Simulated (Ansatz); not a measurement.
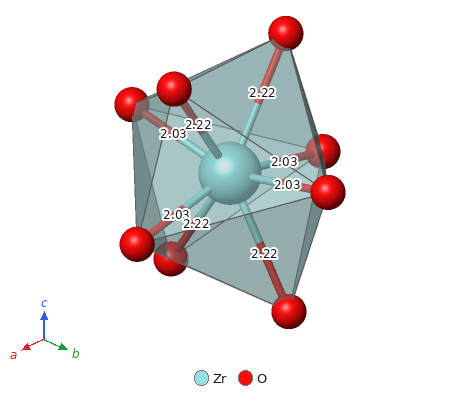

Coordination of Zr in ZrSiO4 (I4_1/amd); bond lengths in Å. Continuous shape measures are computed against ideal polyhedra (0 is ideal; above about 3 the distortion is strong). Source: the geometry relaxed at fixed volume with DFT PBE, scalar-relativistic, plane waves, PAW (Ansatz).

Name the coordination polyhedron and say how regular it is.

ZrO8: a clearly distorted triangular dodecahedron (coordination number 8, S = 1.11; next best bicapped trigonal prism, S = 3.2).

Is there a pattern of short and long bonds?

Yes, a 4 + 4 pattern: 4 short (2.03 Å on average) and 4 long (2.22 Å).
